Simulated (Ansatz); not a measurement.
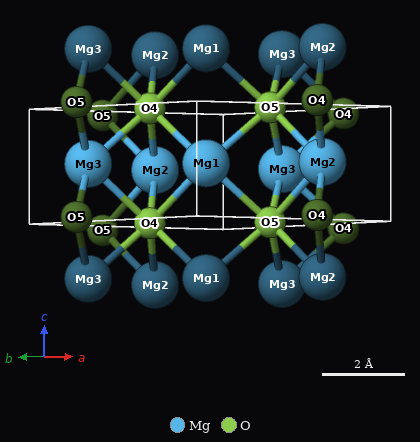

Fig. 1: The starting structure (ball-and-stick view of the cell of the calculation, seen at an oblique angle; neighbours outside the cell are drawn fainter; atoms are numbered from 1 in the order of the input). Near neighbours in the crystal (not all of them lie inside the picture): Mg has 4 O at 2.18 Å; O has 6 Mg at 2.18 Å.

# Geometry relaxation, with input and output: Mg3O2

Mg3O2 (P-62m, 5 atoms in the cell), computed with DFT PBE, scalar-relativistic, plane waves, PAW, no spin polarisation (Ansatz 0.2.0).

The structure was made by swapping elements on the sites of another compound; it need not be a known phase. It belongs to a series of runs on one base structure; here: anti-La2O3 type (P321, No. 150). Figures and captions count atoms from 1; the log counts them from 0 in places.

Input:
```yaml
crystal:
  lattice:
    - [5.1337728494, 0.0, 0.0]
    - [-2.5668864247, 4.4459777048, 0.0]
    - [0.0, 0.0, 2.8126127978]
  atoms:
    - { symbol: Mg, position: [0.3511514498, 0.3511514498, 0.5] }
    - { symbol: Mg, position: [0.6488485502, 0.0, 0.5] }
    - { symbol: Mg, position: [0.0, 0.6488485502, 0.5] }
    - { symbol: O, position: [0.3333333333, 0.6666666667, 0.0] }
    - { symbol: O, position: [0.6666666667, 0.3333333333, 0.0] }
basis:
  ecutwfc: 420
kpoints:
  mp_grid: { grid: [12, 12, 14] }
hamiltonian:
  xc: pbe
scf:
  occupations: { method: gaussian, width: 0.1 }
output:
  forces: true
  stress: true
  eigenvalues: true
relax:
  adjacent_minimum: "off"
  f_tol: 0.01
  max_steps: 80
  cell: { stress_tol: 0.05 }
```

Hardware: 1 thread of Intel Xeon @ 2.50GHz (Skylake/Cascade Lake), 192 GiB of memory available, shared host.

Launched with:
```bash
ansatz run input.yaml --threads 1 --pin off --max-ram 2560MiB --backend cpu --events-out ev --progress --plain --runs-dir out
```

Log:
```
Engine: ansatz 0.2.0, x86_64-unknown-linux-gnu
Pseudopotentials: kind: paw
Pseudopotential: Mg, paw, valence charge 10, recommended cutoff 420 eV (normal), Mg.paw.azcp
Pseudopotential: O, paw, valence charge 6, recommended cutoff 420 eV (normal), O.paw.azcp
Functional definition: PBE
  parameter kappa = 0.804
  parameter beta = 0.06672455060314922
  exchange = pbe_x(kappa = kappa, mu = beta*pi^2/3)
  correlation = pbe_c(beta = beta)
Crystal: 5 atoms, lattice volume = 64.197 Å³
Basis set: ecut = 420 eV, 1275 PW (Γ), exchange–correlation on 72×72×40 points (8 copies of the dense FFT grid, shifted against one another)
Bands: 26, of which v1, the nominal top of the filled ones, is band 21 counted from 1 (20 counted from 0)
Symmetry: 12 space group operations
Space group: P-62m (ITA 189), of the structure as read, at distance tolerance 4.0e-5 Å
k-points: 152 of 2016 (time reversal used)
Non-local potential: Mg, projectors of the file, l = 0: 3, l = 1: 2, l = 2: 1
Non-local potential: O, projectors of the file, l = 0: 2, l = 1: 2, l = 2: 1
PAW form: soft (Blöchl's): semilocal exchange-correlation on the pseudo side does not see the compensation charge
PAW one-centre angular grid: Mg, 110 points (default); XC on 64 Gauss nodes
PAW one-centre angular grid: O, 110 points (default); XC on 64 Gauss nodes
Initial density: superposition of atomic densities (neutral atoms: chi_scale 0, normalization atom), corrected by the library's trained network
Initial wavefunctions: pseudopotential atomic-orbital guess
Functional: x = pbe(κ = 0.804, μ = 0.2195149727645171), c = pbe(β = 0.06672455060314922)
SCF iter   1: F=—  HF=-6909.892739 eV  |F-HF|=—  |Δ(HF+E_count)|=         —  Δρ=7.51e-3  dr2=6.70e-2  ethr=1.77e-3  ⟨swp⟩=5.8  Hψ=17524  notcnv=0
preconditioner: auto → Kerker (q_TF=auto, 2.542 Å⁻¹)  [metal: Δε(μ)=0.038 eV  Ē_g=9.001 eV  σ=0.100 eV  W_gap=0.21  n_scr=14 (ndim 8)  ℏωp=17.3 eV  f_vac=0.000  D(μ)=0.37/eV (n_scr^D=0)]
SCF iter   2: F=—  HF=-6909.880086 eV  |F-HF|=—  |Δ(HF+E_count)|=   1.27e-2  Δρ=2.99e-3  dr2=1.93e-2  ethr=1.60e-4  ⟨swp⟩=1.3  Hψ=5251  notcnv=0  defer=18
SCF iter   3: F=—  HF=-6909.876132 eV  |F-HF|=—  |Δ(HF+E_count)|=   3.95e-3  Δρ=1.89e-3  dr2=9.27e-3  ethr=4.59e-5  ⟨swp⟩=1.6  Hψ=3917  notcnv=0  defer=26
SCF iter   4: F=—  HF=-6909.872494 eV  |F-HF|=—  |Δ(HF+E_count)|=   3.64e-3  Δρ=5.05e-4  dr2=1.94e-4  ethr=2.21e-5  ⟨swp⟩=2.3  Hψ=4906  notcnv=0  defer=27
SCF iter   5: F=—  HF=-6909.872510 eV  |F-HF|=—  |Δ(HF+E_count)|=   1.54e-5  Δρ=1.82e-4  dr2=2.48e-5  ethr=4.62e-7  ⟨swp⟩=2.9  Hψ=6626  notcnv=0  defer=56
SCF iter   6: F=—  HF=-6909.872437 eV  |F-HF|=—  |Δ(HF+E_count)|=   7.28e-5  Δρ=5.36e-5  dr2=2.65e-6  ethr=5.90e-8  ⟨swp⟩=2.7  Hψ=7031  notcnv=0  defer=70
SCF iter   7: F=—  HF=-6909.872436 eV  |F-HF|=—  |Δ(HF+E_count)|=   5.04e-7  Δρ=1.98e-5  dr2=2.46e-7  ethr=6.32e-9  ⟨swp⟩=2.2  Hψ=6360  notcnv=0  defer=71
SCF iter   8: F=-6909.872436 eV  HF=-6909.872436 eV  |F-HF|=5.46e-9  |Δ(HF+E_count)|=   4.92e-9  Δρ=3.32e-6  dr2=5.02e-9  ethr=2.38e-10  ⟨swp⟩=7.7  Hψ=15650  notcnv=0
SCF 1 converged in 8 iterations: F = -6909.872436 eV  dr2 = 5.02e-9
  greatest PAW one-centre occupation: 1.000 electrons in one spin orbital (limit 2), on the Mg atom at site 0 (counted from 0), in its partial waves of l = 0
relax step   1: F+E_penalty+E_count = -6909.87243639 eV  Δ(F+E_penalty+E_count) = +0.000e0 eV  max|allowed force component| = 4.851e-2 eV/Å  Δτ_max = 0.0000 Å  P = -0.232 GPa  Ω = 64.197 Å³  (8 SCF iters, dr2 threshold 1.00e-7 eV, accepted)
Crystal: 5 atoms, lattice volume = 63.761 Å³
Initial density: handed on by an earlier stage of this run
Initial wavefunctions: those handed on with the density
iter 1 solved again at ethr=3.41e-6 eV; its pass at ethr=3.10e-3 eV (dr2=1.43e-3 eV) is discarded
SCF iter   1: F=—  HF=-6909.874487 eV  |F-HF|=—  |Δ(HF+E_count)|=         —  Δρ=1.70e-3  dr2=1.41e-3  ethr=3.41e-6  ⟨swp⟩=2.0  Hψ=17442  notcnv=0
preconditioner: auto → Kerker (q_TF=auto, 2.545 Å⁻¹)  [metal: Δε(μ)=0.019 eV  Ē_g=9.133 eV  σ=0.100 eV  W_gap=0.10  n_scr=14 (ndim 8)  ℏωp=17.4 eV  f_vac=0.000  D(μ)=0.41/eV (n_scr^D=0)]
SCF iter   2: F=—  HF=-6909.874303 eV  |F-HF|=—  |Δ(HF+E_count)|=   1.84e-4  Δρ=9.81e-4  dr2=5.87e-4  ethr=3.36e-6  ⟨swp⟩=1.2  Hψ=3984  notcnv=0
SCF iter   3: F=—  HF=-6909.874166 eV  |F-HF|=—  |Δ(HF+E_count)|=   1.37e-4  Δρ=2.74e-4  dr2=8.84e-5  ethr=1.40e-6  ⟨swp⟩=2.2  Hψ=6224  notcnv=0
SCF iter   4: F=—  HF=-6909.874077 eV  |F-HF|=—  |Δ(HF+E_count)|=   8.93e-5  Δρ=1.35e-4  dr2=1.69e-5  ethr=2.10e-7  ⟨swp⟩=2.1  Hψ=4698  notcnv=0
SCF iter   5: F=—  HF=-6909.874072 eV  |F-HF|=—  |Δ(HF+E_count)|=   4.53e-6  Δρ=3.27e-5  dr2=1.31e-6  ethr=4.03e-8  ⟨swp⟩=2.7  Hψ=5212  notcnv=0
SCF iter   6: F=-6909.874072 eV  HF=-6909.874072 eV  |F-HF|=1.70e-8  |Δ(HF+E_count)|=   1.44e-7  Δρ=1.27e-5  dr2=1.06e-7  ethr=8.38e-10  ⟨swp⟩=6.4  Hψ=16254  notcnv=0
SCF 2 converged in 6 iterations: F = -6909.874072 eV  dr2 = 1.06e-7
  greatest PAW one-centre occupation: 1.000 electrons in one spin orbital (limit 2), on the Mg atom at site 2 (counted from 0), in its partial waves of l = 0
relax step   2: F+E_penalty+E_count = -6909.87407197 eV  Δ(F+E_penalty+E_count) = -1.636e-3 eV  max|allowed force component| = 1.964e-2 eV/Å  Δτ_max = 0.0124 Å  P = +0.130 GPa  Ω = 63.761 Å³  energy of the carried Pulay correction = +9.945e-4 eV  (6 SCF iters, dr2 threshold 3.52e-7 eV, accepted)
Crystal: 5 atoms, lattice volume = 63.914 Å³
iter 1 solved again at ethr=3.92e-7 eV; its pass at ethr=3.10e-3 eV (dr2=1.65e-4 eV) is discarded
SCF iter   1: F=—  HF=-6909.874028 eV  |F-HF|=—  |Δ(HF+E_count)|=         —  Δρ=5.51e-4  dr2=1.60e-4  ethr=3.92e-7  ⟨swp⟩=3.0  Hψ=19941  notcnv=0
preconditioner: auto → Kerker (q_TF=auto, 2.544 Å⁻¹)  [metal: Δε(μ)=0.058 eV  Ē_g=9.143 eV  σ=0.100 eV  W_gap=0.31  n_scr=14 (ndim 8)  ℏωp=17.4 eV  f_vac=0.000  D(μ)=0.44/eV (n_scr^D=0)]
SCF iter   2: F=—  HF=-6909.874007 eV  |F-HF|=—  |Δ(HF+E_count)|=   2.03e-5  Δρ=3.16e-4  dr2=6.46e-5  ethr=3.81e-7  ⟨swp⟩=1.3  Hψ=3993  notcnv=0
SCF iter   3: F=—  HF=-6909.873925 eV  |F-HF|=—  |Δ(HF+E_count)|=   8.27e-5  Δρ=1.09e-4  dr2=1.26e-5  ethr=1.54e-7  ⟨swp⟩=2.9  Hψ=6699  notcnv=0
SCF iter   4: F=—  HF=-6909.873922 eV  |F-HF|=—  |Δ(HF+E_count)|=   3.28e-6  Δρ=4.40e-5  dr2=1.84e-6  ethr=2.99e-8  ⟨swp⟩=2.0  Hψ=4699  notcnv=0
SCF iter   5: F=—  HF=-6909.873921 eV  |F-HF|=—  |Δ(HF+E_count)|=   4.65e-7  Δρ=9.71e-6  dr2=1.22e-7  ethr=4.38e-9  ⟨swp⟩=2.0  Hψ=4136  notcnv=0
SCF iter   6: F=-6909.873921 eV  HF=-6909.873921 eV  |F-HF|=1.86e-9  |Δ(HF+E_count)|=   8.07e-9  Δρ=3.74e-6  dr2=1.14e-8  ethr=2.41e-10  ⟨swp⟩=4.2  Hψ=12493  notcnv=0
SCF 3 converged in 6 iterations: F = -6909.873921 eV  dr2 = 1.14e-8
  greatest PAW one-centre occupation: 1.000 electrons in one spin orbital (limit 2), on the Mg atom at site 1 (counted from 0), in its partial waves of l = 0
relax step   3: F+E_penalty+E_count = -6909.87392103 eV  Δ(F+E_penalty+E_count) = +1.509e-4 eV  max|allowed force component| = 2.142e-4 eV/Å  Δτ_max = 0.0039 Å  P = +0.002 GPa  Ω = 63.914 Å³  energy of the carried Pulay correction = +6.457e-4 eV  (6 SCF iters, dr2 threshold 1.01e-7 eV, accepted)
Crystal: 5 atoms, lattice volume = 63.909 Å³
iter 1 solved again at ethr=6.28e-10 eV; its pass at ethr=3.10e-3 eV (dr2=2.64e-7 eV) is discarded
SCF iter   1: F=—  HF=-6909.874001 eV  |F-HF|=—  |Δ(HF+E_count)|=         —  Δρ=2.36e-5  dr2=2.79e-7  ethr=6.28e-10  ⟨swp⟩=2.0  Hψ=18782  notcnv=0
preconditioner: auto → Kerker (q_TF=auto, 2.544 Å⁻¹)  [metal: Δε(μ)=0.050 eV  Ē_g=9.139 eV  σ=0.100 eV  W_gap=0.27  n_scr=14 (ndim 8)  ℏωp=17.4 eV  f_vac=0.000  D(μ)=0.43/eV (n_scr^D=0)]
SCF iter   2: F=—  HF=-6909.873933 eV  |F-HF|=—  |Δ(HF+E_count)|=   6.75e-5  Δρ=1.40e-5  dr2=1.09e-7  ethr=6.28e-10  ⟨swp⟩=2.2  Hψ=5885  notcnv=0
SCF iter   3: F=—  HF=-6909.873933 eV  |F-HF|=—  |Δ(HF+E_count)|=   1.61e-9  Δρ=5.61e-6  dr2=2.28e-8  ethr=2.59e-10  ⟨swp⟩=1.3  Hψ=4024  notcnv=0
SCF iter   4: F=-6909.873933 eV  HF=-6909.873933 eV  |F-HF|=7.09e-11  |Δ(HF+E_count)|=   2.96e-9  Δρ=1.99e-6  dr2=1.10e-9  ethr=1.77e-11  ⟨swp⟩=4.0  Hψ=12332  notcnv=0
SCF 4 converged in 4 iterations: F = -6909.873933 eV  dr2 = 1.10e-9
relax step   4: F+E_penalty+E_count = -6909.87393347 eV  Δ(F+E_penalty+E_count) = -1.244e-5 eV  max|allowed force component| = 4.622e-4 eV/Å  Δτ_max = 0.0001 Å  P = +0.004 GPa  Ω = 63.909 Å³  energy of the carried Pulay correction = +6.554e-4 eV  (4 SCF iters, dr2 threshold 7.45e-9 eV, accepted)
Initial wavefunctions: pseudopotential atomic-orbital guess (no wavefunctions were taken with the density)
iter 1 solved again at ethr=2.33e-8 eV; its pass at ethr=3.10e-3 eV (dr2=9.80e-6 eV) is discarded
SCF iter   1: F=—  HF=-6909.873367 eV  |F-HF|=—  |Δ(HF+E_count)|=         —  Δρ=2.94e-5  dr2=8.06e-8  ethr=2.33e-8  ⟨swp⟩=3.4  Hψ=28832  notcnv=0
SCF iter   2: F=—  HF=-6909.873299 eV  |F-HF|=—  |Δ(HF+E_count)|=   6.79e-5  Δρ=1.41e-5  dr2=2.05e-8  ethr=1.92e-10  ⟨swp⟩=2.0  Hψ=7025  notcnv=0
SCF iter   3: F=—  HF=-6909.873299 eV  |F-HF|=—  |Δ(HF+E_count)|=   3.88e-8  Δρ=4.72e-6  dr2=2.03e-9  ethr=4.88e-11  ⟨swp⟩=2.0  Hψ=4881  notcnv=0
SCF iter   4: F=-6909.873299 eV  HF=-6909.873299 eV  |F-HF|=1.27e-11  |Δ(HF+E_count)|=   4.67e-9  Δρ=2.43e-7  dr2=3.70e-11  ethr=1.00e-12  ⟨swp⟩=3.1  Hψ=16353  notcnv=0
SCF 5 converged in 4 iterations: F = -6909.873299 eV  dr2 = 3.70e-11
relax step   5: F+E_penalty+E_count = -6909.87329927 eV  Δ(F+E_penalty+E_count) = +6.342e-4 eV  max|allowed force component| = 4.178e-4 eV/Å  Δτ_max = 0.0000 Å  P = -0.015 GPa  Ω = 63.909 Å³  stress off target by 2.23e-2 GPa  SCF on the basis re-selected at this cell (its energy is not comparable with the rows above)  (4 SCF iters)
```

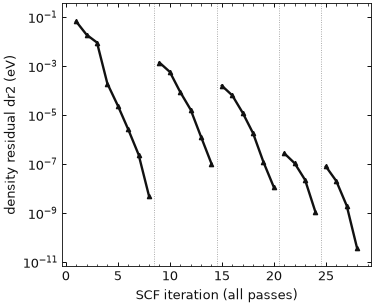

Fig. 2: Convergence of the self-consistent field: density residual dr2 against the SCF iteration. The dotted lines part the SCF passes of the relaxation: geometry steps, rejected trials and re-solves on a re-selected basis. The 5 passes take 4 to 8 iterations each, 28 in all.

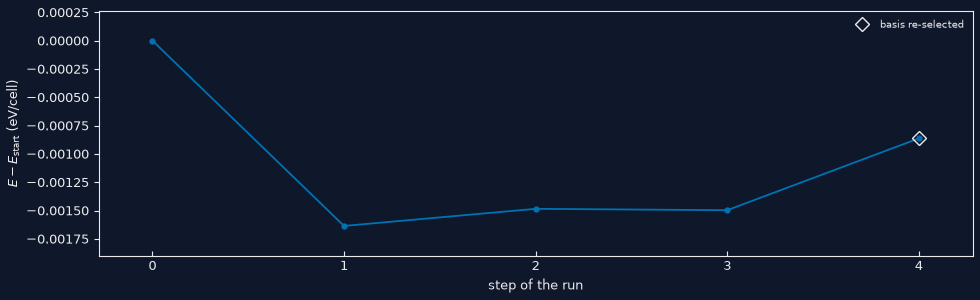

Fig. 3: Progress of the relaxation, step by step (the first geometry is step 0 here and step 1 in the log). The energy falls by 1.5 meV per cell of the calculation in 3 geometry steps. The largest force component goes from 0.049 to 0.00042 eV/Å. Pressure: −0.23 GPa at the start and −0.01 GPa at the end. The largest moves relative to the cell, 0.009 Å, are those of Mg1, Mg2 and Mg3. O stays in place. A last SCF at the same geometry on a re-selected plane-wave basis shifts the energy by +0.6 meV per cell of the calculation. (Atoms are counted from 1 in the order of the input.)

```
basis re-selected at this cell: Δ(F+E_penalty+E_count) = +6.342e-4 eV, ΔP = -0.018 GPa vs the last step (what re-selecting the basis moved, of the pressure what is left beyond the Pulay correction that the steps carried, after the strain that the cell walked since its last selection, with what the two solves' SCF thresholds leave and, on support functions, any second-order correction that the steps lacked; it is no measure of the basis error at this ecutwfc). This SCF's stress stands 2.23e-2 GPa from its target on what of the cell is left free (relax.cell.stress_tol is 5.00e-2 GPa) and its largest allowed force component is 4.18e-4 eV/Å (relax.f_tol is 1.00e-2 eV/Å): within both
SCF converged after 4 iterations
Free energy (F): -6909.873299 eV
Harris-Foulkes:  -6909.873299 eV  (|F-HF|=1.27e-11)
Internal energy: -6909.871134 eV  (E = F + TS)
E sigma→0 (E₀):  -6909.872217 eV
Entropy (-TS):   -0.002165 eV (-0.433 meV/atom)
Fermi energy:    9.324316 eV
--- Per-component energies (eV) ---
  E_band       = -1005.587538
  E_kinetic    = 581.957444
  E_local      = -5264.009824  (includes V_loc(G=0)·N_el)
  E_nonlocal   = 381.614866
  E_hartree    = 1876.630002
  E_xc         = -237.488831
  E_vxc        = -304.482625  (∫ρ·V_xc dr)
  E_paw        = -1192.531865  (= ΣΔE_a)
  E_vpaw       = -153.932186  (= ΣTr[D̂ρ^β])
  E_aug_tail   = 0.004833  (compensation charges beyond the density's cutoff)
  E_ewald      = -3056.047760
  E_smearing   = -0.002165  (= −TS)
  E_closure    = -0.000000  (closes the sum)
  Σ components = -6909.873299   (vs F -6909.873299, Δ=0.00e0)
--- Forces (eV/Å), atoms counted from 1 ---
  atom   1  Mg    -0.00020890    -0.00036183     0.00000000
  atom   2  Mg     0.00041781     0.00000000     0.00000000
  atom   3  Mg    -0.00020890     0.00036183     0.00000000
  atom   4  O     -0.00000000    -0.00000000     0.00000000
  atom   5  O     -0.00000000     0.00000000     0.00000000
  max |Σ_I F_I| component: 1.19e-16 eV/Å
--- Stress (GPa, compression-positive) ---
       -0.010647      -0.000000       0.000000
       -0.000000      -0.010647       0.000000
        0.000000       0.000000      -0.022313
  P = ⅓ Tr σ = -0.0145 GPa (-0.145 kbar)
--- Band table (eV; the first three rows and the last of 152) ---
  k-point 0: bands = ["-67.4251", "-67.4178", "-67.4178", "-34.2116", "-34.1938", "-34.1938", "-34.1837", "-34.1504", "-34.1504", "-34.1436", "-34.1348", "-34.1348", "-11.1560", "-10.3782", "2.3354", "2.3354", "3.8550", "3.8550", "4.8628", "5.0443", "5.3238", "11.1381", "11.1381", "12.7886", "15.6308", "15.6308"]
  k-point 1: bands = ["-67.4248", "-67.4175", "-67.4175", "-34.2110", "-34.1934", "-34.1934", "-34.1834", "-34.1501", "-34.1501", "-34.1472", "-34.1381", "-34.1381", "-11.1217", "-10.3553", "2.3785", "2.3785", "3.8909", "3.8909", "4.4283", "5.1387", "5.3433", "11.1840", "11.1840", "13.0100", "15.5870", "15.5870"]
  k-point 2: bands = ["-67.4239", "-67.4167", "-67.4167", "-34.2093", "-34.1922", "-34.1922", "-34.1823", "-34.1574", "-34.1493", "-34.1493", "-34.1473", "-34.1473", "-11.0235", "-10.2902", "2.5024", "2.5024", "3.7311", "3.9937", "3.9937", "4.6540", "5.7275", "11.3162", "11.3162", "13.5894", "15.4501", "15.4501"]
  k-point 151: bands = ["-67.4151", "-67.4151", "-67.4131", "-34.2082", "-34.2082", "-34.2032", "-34.1944", "-34.1944", "-34.1811", "-34.1559", "-34.1544", "-34.1544", "-10.1329", "-10.1329", "1.6889", "1.6889", "2.8923", "3.9612", "3.9612", "5.0944", "8.6619", "10.9720", "12.2599", "12.2599", "14.6733", "14.6733"]
--- Relaxed structure (4 steps of the walk, 4 accepted, 1 SCFs on fresh bases) ---
  F+E_penalty+E_count = -6909.87329927 eV   max|allowed force component| = 4.178e-4 eV/Å   (the final SCF, on the basis selected at the relaxed cell)
  cell:  # Å, volume = 63.9094 Å³
    - [5.126065207141423, 0.0, 0.0]
    - [-2.5630326035707114, 4.439302690840014, 0.0]
    - [0.0, 0.0, 2.808444223062829]
  atoms:
    - { symbol: Mg, position: [0.3494786498358352, 0.34947864983583515, 0.49999999999999994] }
    - { symbol: Mg, position: [0.6505213501641649, 1.039643510024508e-34, 0.49999999999999994] }
    - { symbol: Mg, position: [-1.1102230246251565e-16, 0.6505213501641647, 0.49999999999999994] }
    - { symbol: O, position: [0.33333333333333326, 0.6666666666666665, 0.0] }
    - { symbol: O, position: [0.6666666666666665, 0.33333333333333326, 0.0] }
```

Trajectory as extended XYZ (Å, eV, eV/Å), 5 frames, from step=1 to step=5:
```
5
Lattice="5.1338 0.0000 0.0000 -2.5669 4.4460 0.0000 0.0000 0.0000 2.8126" Properties=species:S:1:pos:R:3:forces:R:3 step=1 energy=-6909.87244 pressure_GPa=-0.23
Mg    0.9014    1.5612    1.4063   -0.0243  -0.0420   0.0000
Mg    3.3310    0.0000    1.4063    0.0485   0.0000   0.0000
Mg   -1.6655    2.8848    1.4063   -0.0243   0.0420   0.0000
O     0.0000    2.9640    0.0000    0.0000   0.0000   0.0000
O     2.5669    1.4820    0.0000    0.0000   0.0000   0.0000
5
Lattice="5.1204 0.0000 0.0000 -2.5602 4.4344 0.0000 0.0000 0.0000 2.8081" Properties=species:S:1:pos:R:3:forces:R:3 step=2 energy=-6909.87407 pressure_GPa=0.13
Mg    0.8928    1.5464    1.4041    0.0098   0.0170   0.0000
Mg    3.3348    0.0000    1.4041   -0.0196   0.0000   0.0000
Mg   -1.6674    2.8880    1.4041    0.0098  -0.0170   0.0000
O     0.0000    2.9563    0.0000    0.0000   0.0000   0.0000
O     2.5602    1.4781    0.0000    0.0000   0.0000   0.0000
5
Lattice="5.1267 0.0000 0.0000 -2.5633 4.4398 0.0000 0.0000 0.0000 2.8080" Properties=species:S:1:pos:R:3:forces:R:3 step=3 energy=-6909.87392 pressure_GPa=0.00
Mg    0.8959    1.5517    1.4040   -0.0001  -0.0002   0.0000
Mg    3.3349    0.0000    1.4040    0.0002   0.0000   0.0000
Mg   -1.6675    2.8881    1.4040   -0.0001   0.0002   0.0000
O     0.0000    2.9599    0.0000    0.0000   0.0000   0.0000
O     2.5633    1.4799    0.0000    0.0000   0.0000   0.0000
5
Lattice="5.1261 0.0000 0.0000 -2.5630 4.4393 0.0000 0.0000 0.0000 2.8084" Properties=species:S:1:pos:R:3:forces:R:3 step=4 energy=-6909.87393 pressure_GPa=0.00
Mg    0.8957    1.5514    1.4042   -0.0002  -0.0004   0.0000
Mg    3.3346    0.0000    1.4042    0.0005   0.0000   0.0000
Mg   -1.6673    2.8879    1.4042   -0.0002   0.0004   0.0000
O     0.0000    2.9595    0.0000    0.0000   0.0000   0.0000
O     2.5630    1.4798    0.0000    0.0000   0.0000   0.0000
5
Lattice="5.1261 0.0000 0.0000 -2.5630 4.4393 0.0000 0.0000 0.0000 2.8084" Properties=species:S:1:pos:R:3:forces:R:3 step=5 energy=-6909.87330 pressure_GPa=-0.01
Mg    0.8957    1.5514    1.4042   -0.0002  -0.0004   0.0000
Mg    3.3346    0.0000    1.4042    0.0004   0.0000   0.0000
Mg   -1.6673    2.8879    1.4042   -0.0002   0.0004   0.0000
O     0.0000    2.9595    0.0000    0.0000   0.0000   0.0000
O     2.5630    1.4798    0.0000    0.0000   0.0000   0.0000
```

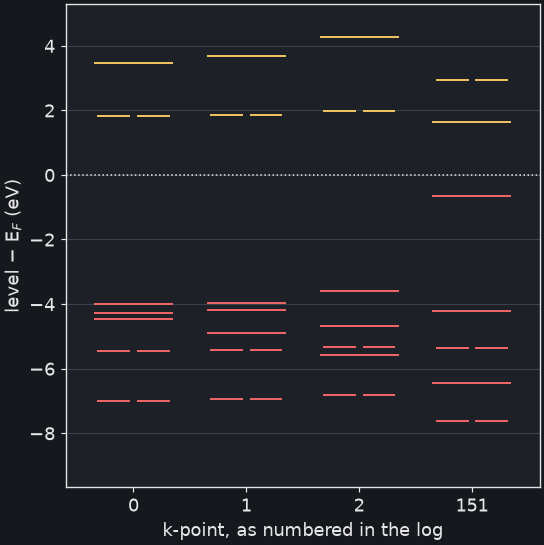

Fig. 4: Kohn–Sham levels near the Fermi level (dotted) at the few k-points that the log prints; levels within 0.02 eV of each other stand side by side. The system is metallic on the full mesh.

Summary:

| quantity | value |
| --- | --- |
| outcome | converged |
| space group (tolerance 0.01 Å) | P-62m (189) |
| electrons treated | 42 |
| free energy | −6909.8733 eV |
| Fermi energy | 9.324 eV |
| gap on the k-point mesh | none (metallic) |
| pressure | −0.01 GPa |
| final volume | 63.91 Å³ |
| largest force (length of the vector) at the end | under 0.001 eV/Å |
| final cell | a = 5.126 Å, b = 5.126 Å, c = 2.808 Å, α = 90.00°, β = 90.00°, γ = 120.00° |
| wall time | 2.4 min |
| peak memory | 0.57 GiB |
